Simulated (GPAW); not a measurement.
# Si K ELNES/XANES of SiC (Moissanite, P6_3mc) from DFT, part 3 of 4

How does the Si K edge of SiC (Moissanite, P6_3mc) move when the bonds are compressed or stretched?

GPAW 26.7.0; X-ray absorption from dipole matrix elements to empty bands, plane-wave PAW LDA.

So far. Step 4 (Spectrum with FCH, Si atom 1): The hole costs E(hole) − E(ground) = 1835.12 eV, and the lowest empty level of the hole cell on the spectrum's mesh lies at 10.28 eV, which puts the zero at 1845.40 eV. One term is added: -14.86 eV, since the hole is spin-paired here and a spin-polarised one costs that much less in the free atom (computed apart). The photon energy is then 1830.54 eV. The tabulated edge of the element is 1839 eV.

### Step 7. Supercell without a hole, the energy reference

Level of this step: plane-wave PAW DFT, LDA, self-consistent field (GPAW).

The cell changes for the next run, so it gets a reference energy of its own.

The cell differs from the one that the last finished run ended in (a 5.791 → 5.852 Å, b 5.791 → 5.852 Å, c 6.026 → 6.090 Å).

File scf.py:

```python
import numpy as np
from ase import Atoms
from ase.parallel import parprint, paropen
from gpaw import GPAW, PW, FermiDirac, Mixer, MixerDif, setup_paths
from gpaw.test import gen
setup_paths.insert(0, '.')
gen('Si', name='nch1s', xcname='LDA', corehole=(1, 0, 0), write_xml=True)
from gpaw.mpi import world
world.barrier()

atoms = Atoms('Si8C8',
    cell=[[-3.04492717, 0, -4.99700661],
     [3.04492717, 0, -4.99700661],
     [3.04492717, -5.27396856, 0]],
    scaled_positions=[[0.41666667, 0.08333333, 0.83333333],
     [0.41666667, 0.08333333, 0.33333333],
     [0.91666667, 0.58333333, 0.83333333],
     [0.91666667, 0.58333333, 0.33333333],
     [0.83333333, 0.16666667, 0.66666667],
     [0.83333333, 0.16666667, 0.16666667],
     [0.33333333, 0.66666667, 0.66666667],
     [0.33333333, 0.66666667, 0.16666667],
     [0.22416667, 0.89083333, 0.83333333],
     [0.22416667, 0.89083333, 0.33333333],
     [0.72416667, 0.39083333, 0.83333333],
     [0.72416667, 0.39083333, 0.33333333],
     [0.64083333, 0.97416667, 0.66666667],
     [0.64083333, 0.97416667, 0.16666667],
     [0.14083333, 0.47416667, 0.66666667],
     [0.14083333, 0.47416667, 0.16666667]],
    pbc=True)
atoms.calc = calc = GPAW(legacy_gpaw=True, mode=PW(430, force_complex_dtype=True), xc='LDA', setups={0: 'nch1s'},
    kpts={'size': (4, 4, 4), 'gamma': True}, occupations=FermiDirac(0.02),
    charge=0, mixer=Mixer(0.1, 5, 50), maxiter=150,
    convergence={'density': 0.0001, 'eigenstates': 1e-6}, txt='scf.txt')
energy = atoms.get_potential_energy() + calc.get_reference_energy()
ef = calc.get_fermi_level()
out = dict(energy=energy, fermi=ef, forces=atoms.get_forces().tolist())
parprint(f'all-electron energy {energy:.4f} eV, Fermi level {ef:.4f} eV')
ev = np.array([[calc.get_eigenvalues(k, s) for k in range(len(calc.get_ibz_k_points()))] for s in range(calc.get_number_of_spins())])
out['homo'], out['lumo'], out['counts'] = ev[ev < ef].max(), ev[ev > ef].min(), sorted(set((ev < ef).sum((0, 2)).tolist()))
out['filled'] = (ev[:, 0] < ef).sum(1).tolist()
import json
with paropen('out.json', 'w') as f:
    json.dump(out, f)
```

Launch:

```console
OMP_NUM_THREADS=1 mpirun -n 4 gpaw python scf.py
```

Numbers of over 12 decimals in the logs are rounded to 6 here.

What it wrote:

```text
Input parameters:
  convergence: {density: 0.0001,
                eigenstates: 1e-06}
  kpts: {gamma: True,
         size: (4, 4, 4)}
  maxiter: 150
  mixer: {backend: pulay,
          beta: 0.1,
          method: separate,
          nmaxold: 5,
          weight: 50}
  mode: {ecut: 430.0,
         force_complex_dtype: True,
         name: pw}
  occupations: {fixmagmom: False,
                name: fermi-dirac,
[...]
--------------------------------
3s(2) :    -0.399754     1.114161
*s    :     0.600246
3p(2) :    -0.152955     1.005401
*p    :     0.847045
*d    :     0.000000
--------------------------------

Diagonalizing with gridspacing h=0.050

state   all-electron     PAW
-------------------------------
3s:      -0.399754    -0.399911
3p:      -0.152955    -0.153089
*d:                    0.032715
*f:                    0.069217
-------------------------------
all-electron energy -71152.2713 eV, Fermi level 9.4159 eV
[key lines of the parts left out:]
Converged after 15 iterations.
Dipole moment: (-9.144951, 0.000001, -10.711806) |e|*Ang
Free energy:   -132.145568
Fermi level: 9.41593
```

The job ended after 40 s (4 MPI ranks of Arm Neoverse V1, shared host; peak memory 0.27 GiB).

Reference energy: -71152.271 eV with the cores included.

### Step 8. Spectrum with FCH, Si atom 1

Shorter bonds are expected to push antibonding states and scattering resonances up, and longer ones down; the cell is scaled to test that.

Changed against the first core-hole run: volume scale from 1 to 0.97.

File xas.py:

```python
import numpy as np
from ase import Atoms
from ase.parallel import parprint, paropen
from gpaw import GPAW, PW, FermiDirac, Mixer, MixerDif, setup_paths
from gpaw.test import gen
setup_paths.insert(0, '.')
gen('Si', name='fch1s', xcname='LDA', corehole=(1, 0, 1), write_xml=True)
from gpaw.mpi import world
world.barrier()

atoms = Atoms('Si8C8',
    cell=[[-3.04492717, 0, -4.99700661],
     [3.04492717, 0, -4.99700661],
     [3.04492717, -5.27396856, 0]],
    scaled_positions=[[0.41666667, 0.08333333, 0.83333333],
     [0.41666667, 0.08333333, 0.33333333],
     [0.91666667, 0.58333333, 0.83333333],
     [0.91666667, 0.58333333, 0.33333333],
     [0.83333333, 0.16666667, 0.66666667],
     [0.83333333, 0.16666667, 0.16666667],
     [0.33333333, 0.66666667, 0.66666667],
     [0.33333333, 0.66666667, 0.16666667],
     [0.22416667, 0.89083333, 0.83333333],
     [0.22416667, 0.89083333, 0.33333333],
     [0.72416667, 0.39083333, 0.83333333],
     [0.72416667, 0.39083333, 0.33333333],
     [0.64083333, 0.97416667, 0.66666667],
     [0.64083333, 0.97416667, 0.16666667],
     [0.14083333, 0.47416667, 0.66666667],
     [0.14083333, 0.47416667, 0.16666667]],
    pbc=True)
atoms.calc = calc = GPAW(legacy_gpaw=True, mode=PW(430, force_complex_dtype=True), xc='LDA', setups={0: 'fch1s'},
    kpts={'size': (4, 4, 4), 'gamma': True}, occupations=FermiDirac(0.02),
    charge=0, mixer=Mixer(0.1, 5, 50), maxiter=150,
    convergence={'density': 0.0001, 'eigenstates': 1e-6}, txt='scf.txt')
energy = atoms.get_potential_energy() + calc.get_reference_energy()
ef = calc.get_fermi_level()
out = dict(energy=energy, fermi=ef, forces=atoms.get_forces().tolist())
parprint(f'all-electron energy {energy:.4f} eV, Fermi level {ef:.4f} eV')
ev = np.array([[calc.get_eigenvalues(k, s) for k in range(len(calc.get_ibz_k_points()))] for s in range(calc.get_number_of_spins())])
out['homo'], out['lumo'], out['counts'] = ev[ev < ef].max(), ev[ev > ef].min(), sorted(set((ev < ef).sum((0, 2)).tolist()))
out['filled'] = (ev[:, 0] < ef).sum(1).tolist()

from ase.units import Ha
from gpaw.xas import dipole_matrix_elements
nb = int(calc.get_number_of_electrons() / 2) + 98
top, nb = nb, nb + 8 + nb // 12
nscf = calc.fixed_density(kpts={'size': (5, 5, 5), 'gamma': True}, nbands=nb,
    convergence={'bands': top, 'eigenstates': 5e-3}, maxiter=60, txt='nscf.txt')
cell = atoms.cell.array
ops = [cell.T @ U.T @ np.linalg.inv(cell.T) for U in nscf.wfs.kd.symmetry.op_scc]
filled = [32]  # bands filled in the ground state, by spin
E = np.arange(-6, 34, 0.1)
fwhm = np.interp(E, [4, 25], [0.9, 3.5])
Y, X, zero, highest = 0, 0, 1e9, 1e9
for spin in range(nscf.get_number_of_spins()):
    wfs = nscf.wfs
    mine = wfs.bd.get_slice()  # this rank's bands
    A = dipole_matrix_elements(wfs.setups[0])
    eps = np.zeros((wfs.kd.nibzkpts, nb))
    d = np.zeros((3, A.shape[1], wfs.kd.nibzkpts, nb), complex)
    for kpt in wfs.kpt_u:
        if kpt.s == spin and 0 in kpt.P_ani:
            eps[kpt.k, mine] = kpt.eps_n * Ha
            d[:, :, kpt.k, mine] = (kpt.weight * wfs.nspins / 2) ** 0.5 * np.inner(A, kpt.P_ani[0])
    world.sum(eps)
    world.sum(d)
    T = np.einsum('amkn,bmkn->abkn', d, d.conj()).real
    T = sum(np.einsum('ai,ijkn,bj->abkn', R, T, R) for R in ops) / len(ops)
    empty = np.ones_like(eps, bool) & (np.arange(nb) >= filled[spin])
    zero, highest = min(zero, eps[empty].min()), min(highest, eps[:, top - 1].min())
    lines = [(eps, T, empty)] if spin == 0 else lines + [(eps, T, empty)]
for eps, T, empty in lines:
    f = np.einsum('aakn->akn', T).reshape(3, -1)
    x = eps.ravel() - zero
    w = np.interp(x, E, fwhm) / 2.35482
    g = np.exp(-0.5 * ((E[:, None] - x) / w) ** 2) / (w * (2 * np.pi) ** 0.5)
    Y = Y + (f * empty.ravel()) @ g.T
    X = X + (f * ~empty.ravel()) @ g.T
out.update(E=E.round(2).tolist(), xas=Y.tolist(), xes=X.tolist(), zero=zero, valid=highest - zero, nk=len(eps), nb=nb)
for i in range(0, len(E), 10):
    parprint(f'{E[i]:7.2f}', *(f'{v:10.3e}' for v in Y[:, i]))
import json
with paropen('out.json', 'w') as f:
    json.dump(out, f)
```

Launch:

```console
OMP_NUM_THREADS=1 mpirun -n 4 gpaw python xas.py
```

What it wrote:

```text
Input parameters:
  convergence: {density: 0.0001,
                eigenstates: 1e-06}
  kpts: {gamma: True,
         size: (4, 4, 4)}
  maxiter: 150
  mixer: {backend: pulay,
          beta: 0.1,
          method: separate,
          nmaxold: 5,
          weight: 50}
  mode: {ecut: 430.0,
         force_complex_dtype: True,
         name: pw}
  occupations: {fixmagmom: False,
                name: fermi-dirac,
[...]
*p    :     0.468798
*d    :     0.000000
--------------------------------

Diagonalizing with gridspacing h=0.050

state   all-electron     PAW
-------------------------------
3s:      -0.832237    -0.832487
3p:      -0.531202    -0.531501
*d:                   -0.147046
*f:                   -0.019078
-------------------------------
all-electron energy -69317.6010 eV, Fermi level 9.2869 eV
[...]
32.00  3.138e-06  3.253e-06  2.027e-06
  33.00  2.143e-06  2.281e-06  1.401e-06
[key lines of the parts left out:]
Converged after 17 iterations.
Dipole moment: (-9.394314, -0.229385, -9.973436) |e|*Ang
Free energy:   -151.066737
Fermi level: 9.28695
```

It took 2.9 min on 4 MPI ranks; peak memory 0.51 GiB; 12 min of CPU time.

| E (eV) | first run | this run |
| --- | --- | --- |
| -2.0 | 0.00 | 0.00 |
| -1.0 | 0.00 | 0.00 |
| 0.0 | 0.15 | 0.16 |
| 1.0 | 1.12 | 1.08 |
| 2.0 | 1.47 | 1.43 |
| 3.0 | 1.32 | 1.26 |
| 4.0 | 2.08 | 2.01 |
| 5.0 | 1.46 | 1.52 |
| 6.0 | 1.06 | 1.11 |
| 7.0 | 0.94 | 0.95 |
| 8.0 | 0.89 | 0.89 |
| 9.0 | 0.84 | 0.86 |
| 10.0 | 0.73 | 0.77 |
| 11.0 | 0.61 | 0.65 |
| 12.0 | 0.51 | 0.52 |
| 13.0 | 0.54 | 0.52 |
| 14.0 | 0.57 | 0.55 |
| 15.0 | 0.68 | 0.60 |
| 16.0 | 1.00 | 0.85 |
| 17.0 | 1.33 | 1.23 |
| 18.0 | 1.32 | 1.39 |
| 19.0 | 1.00 | 1.19 |
| 20.0 | 0.71 | 0.86 |
| 21.0 | 0.57 | 0.65 |
| 22.0 | 0.53 | 0.57 |
| 23.0 | 0.52 | 0.54 |
| 24.0 | 0.53 | 0.54 |
| 25.0 | 0.55 | 0.56 |
| 26.0 | 0.57 | 0.58 |

The scaled spectrum changes by 7 % r.m.s. The highest intensity below 16 eV goes from 4.1 eV (2.10) to 4.2 eV (2.07).

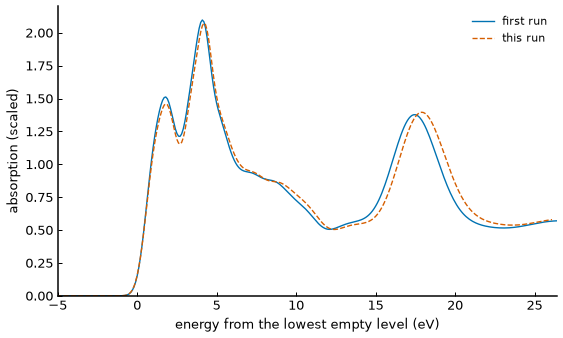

The effect of the change (volume scale from 1 to 0.97).

The photon energy of the zero moves by -0.02 eV.

### Step 9. Supercell without a hole, the energy reference

The cell changes for the next run, so it gets a reference energy of its own.

The cell differs from the one that the last finished run ended in (a 5.852 → 5.970 Å, b 5.852 → 5.970 Å, c 6.090 → 6.213 Å).

Changes to scf.py since step 7:

```diff
@@ -11,5 +11,5 @@
 atoms = Atoms('Si8C8',
-    cell=[[-3.04492717, 0, -4.99700661],
-     [3.04492717, 0, -4.99700661],
-     [3.04492717, -5.27396856, 0]],
+    cell=[[-3.10645743, 0, -5.09798345],
+     [3.10645743, 0, -5.09798345],
+     [3.10645743, -5.38054209, 0]],
     scaled_positions=[[0.41666667, 0.08333333, 0.83333333],
```

Launch:

```console
OMP_NUM_THREADS=1 mpirun -n 4 gpaw python scf.py
```

What it wrote:

```text
Input parameters:
  convergence: {density: 0.0001,
                eigenstates: 1e-06}
  kpts: {gamma: True,
         size: (4, 4, 4)}
  maxiter: 150
  mixer: {backend: pulay,
          beta: 0.1,
          method: separate,
          nmaxold: 5,
          weight: 50}
  mode: {ecut: 430.0,
         force_complex_dtype: True,
         name: pw}
  occupations: {fixmagmom: False,
                name: fermi-dirac,
[...]
--------------------------------
3s(2) :    -0.399754     1.114161
*s    :     0.600246
3p(2) :    -0.152955     1.005401
*p    :     0.847045
*d    :     0.000000
--------------------------------

Diagonalizing with gridspacing h=0.050

state   all-electron     PAW
-------------------------------
3s:      -0.399754    -0.399911
3p:      -0.152955    -0.153089
*d:                    0.032715
*f:                    0.069217
-------------------------------
all-electron energy -71152.1335 eV, Fermi level 8.7053 eV
[key lines of the parts left out:]
Converged after 14 iterations.
Dipole moment: (-9.304085, -0.000011, -11.087077) |e|*Ang
Free energy:   -132.007760
Fermi level: 8.70531
```

The job ended after 41 s (4 MPI ranks; peak memory 0.28 GiB).

Reference energy: -71152.133 eV with the cores included.

### Step 10. Spectrum with FCH, Si atom 1

Shorter bonds are expected to push antibonding states and scattering resonances up, and longer ones down; the cell is scaled to test that.

Changed against the first core-hole run: volume scale from 1 to 1.03.

Changes to xas.py since step 8:

```diff
@@ -11,5 +11,5 @@
 atoms = Atoms('Si8C8',
-    cell=[[-3.04492717, 0, -4.99700661],
-     [3.04492717, 0, -4.99700661],
-     [3.04492717, -5.27396856, 0]],
+    cell=[[-3.10645743, 0, -5.09798345],
+     [3.10645743, 0, -5.09798345],
+     [3.10645743, -5.38054209, 0]],
     scaled_positions=[[0.41666667, 0.08333333, 0.83333333],
@@ -45,3 +45,3 @@
 from gpaw.xas import dipole_matrix_elements
-nb = int(calc.get_number_of_electrons() / 2) + 98
+nb = int(calc.get_number_of_electrons() / 2) + 104
 top, nb = nb, nb + 8 + nb // 12
```

Launch:

```console
OMP_NUM_THREADS=1 mpirun -n 4 gpaw python xas.py
```

What it wrote:

```text
Input parameters:
  convergence: {density: 0.0001,
                eigenstates: 1e-06}
  kpts: {gamma: True,
         size: (4, 4, 4)}
  maxiter: 150
  mixer: {backend: pulay,
          beta: 0.1,
          method: separate,
          nmaxold: 5,
          weight: 50}
  mode: {ecut: 430.0,
         force_complex_dtype: True,
         name: pw}
  occupations: {fixmagmom: False,
                name: fermi-dirac,
[...]
*p    :     0.468798
*d    :     0.000000
--------------------------------

Diagonalizing with gridspacing h=0.050

state   all-electron     PAW
-------------------------------
3s:      -0.832237    -0.832487
3p:      -0.531202    -0.531501
*d:                   -0.147046
*f:                   -0.019078
-------------------------------
all-electron energy -69316.5959 eV, Fermi level 8.6118 eV
[...]
32.00  2.977e-06  2.952e-06  2.154e-06
  33.00  2.235e-06  2.138e-06  1.780e-06
[key lines of the parts left out:]
Converged after 15 iterations.
Dipole moment: (-9.573497, -0.202882, -10.351391) |e|*Ang
Free energy:   -150.061580
Fermi level: 8.61184
```

Wall time 3.2 min (4 MPI ranks); peak memory 0.54 GiB; 13 min of CPU time.

| E (eV) | first run | this run |
| --- | --- | --- |
| -2.0 | 0.00 | 0.00 |
| -1.0 | 0.00 | 0.00 |
| 0.0 | 0.15 | 0.15 |
| 1.0 | 1.12 | 1.17 |
| 2.0 | 1.47 | 1.51 |
| 3.0 | 1.32 | 1.40 |
| 4.0 | 2.08 | 2.13 |
| 5.0 | 1.46 | 1.43 |
| 6.0 | 1.06 | 1.02 |
| 7.0 | 0.94 | 0.94 |
| 8.0 | 0.89 | 0.90 |
| 9.0 | 0.84 | 0.81 |
| 10.0 | 0.73 | 0.68 |
| 11.0 | 0.61 | 0.57 |
| 12.0 | 0.51 | 0.51 |
| 13.0 | 0.54 | 0.56 |
| 14.0 | 0.57 | 0.61 |
| 15.0 | 0.68 | 0.78 |
| 16.0 | 1.00 | 1.14 |
| 17.0 | 1.33 | 1.36 |
| 18.0 | 1.32 | 1.18 |
| 19.0 | 1.00 | 0.83 |
| 20.0 | 0.71 | 0.61 |
| 21.0 | 0.57 | 0.53 |
| 22.0 | 0.53 | 0.50 |
| 23.0 | 0.52 | 0.50 |
| 24.0 | 0.53 | 0.52 |
| 25.0 | 0.55 | 0.55 |
| 26.0 | 0.57 | 0.56 |

Against the first run the r.m.s. difference is 7 %. The highest intensity below 16 eV goes from 4.1 eV (2.10) to 4.0 eV (2.13).

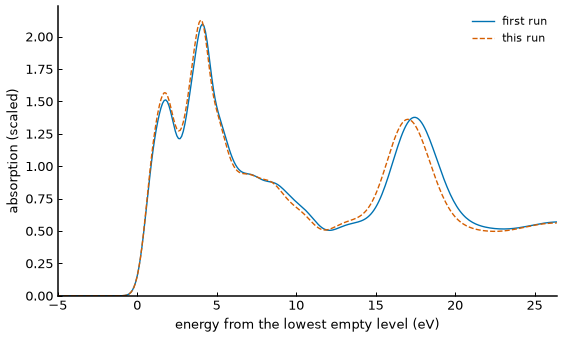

The effect of the change (volume scale from 1 to 1.03).

The photon energy of the zero moves by +0.02 eV.

### Step 11. Supercell without a hole, the energy reference

The cell changes for the next run, so it gets a reference energy of its own.

The cell differs from the one that the last finished run ended in (a 5.970 → 6.027 Å, b 5.970 → 6.027 Å, c 6.213 → 6.273 Å).

Changes to scf.py since step 9:

```diff
@@ -11,5 +11,5 @@
 atoms = Atoms('Si8C8',
-    cell=[[-3.10645743, 0, -5.09798345],
-     [3.10645743, 0, -5.09798345],
-     [3.10645743, -5.38054209, 0]],
+    cell=[[-3.13632904, 0, -5.14700553],
+     [3.13632904, 0, -5.14700553],
+     [3.13632904, -5.43228125, 0]],
     scaled_positions=[[0.41666667, 0.08333333, 0.83333333],
```

Launch:

```console
OMP_NUM_THREADS=1 mpirun -n 4 gpaw python scf.py
```

What it wrote:

```text
Input parameters:
  convergence: {density: 0.0001,
                eigenstates: 1e-06}
  kpts: {gamma: True,
         size: (4, 4, 4)}
  maxiter: 150
  mixer: {backend: pulay,
          beta: 0.1,
          method: separate,
          nmaxold: 5,
          weight: 50}
  mode: {ecut: 430.0,
         force_complex_dtype: True,
         name: pw}
  occupations: {fixmagmom: False,
                name: fermi-dirac,
[...]
--------------------------------
3s(2) :    -0.399754     1.114161
*s    :     0.600246
3p(2) :    -0.152955     1.005401
*p    :     0.847045
*d    :     0.000000
--------------------------------

Diagonalizing with gridspacing h=0.050

state   all-electron     PAW
-------------------------------
3s:      -0.399754    -0.399911
3p:      -0.152955    -0.153089
*d:                    0.032715
*f:                    0.069217
-------------------------------
all-electron energy -71151.7851 eV, Fermi level 8.3836 eV
[key lines of the parts left out:]
Converged after 13 iterations.
Dipole moment: (-9.380405, 0.000014, -11.268563) |e|*Ang
Free energy:   -131.659335
Fermi level: 8.38361
```

Wall time 38 s (4 MPI ranks); peak memory 0.28 GiB.

Reference energy: -71151.785 eV with the cores included.

(Part 3 of 4 ends here.)

[Banner, clock and machine lines of the logs are left out without a mark of their own.]

[Logs are printed without paths, hosts, clocks, repeated set-up lines and the standing remarks that a program may print on its own settings, such as how far it seeks lower states.]

[Hosts, paths, dates, database ids (printed as entryN), source tags and the programs' standing remarks are cut or masked in the printed files.]

[Lists of maxima count a maximum above −3 eV only where it reaches 4 % of the highest in the window and stands out from its surroundings by 2 % of it (1.5 % where it reaches 55 %); shoulders and weaker maxima are passed over, and of the rest the first, up to two pre-edge ones and the few strongest are named.]
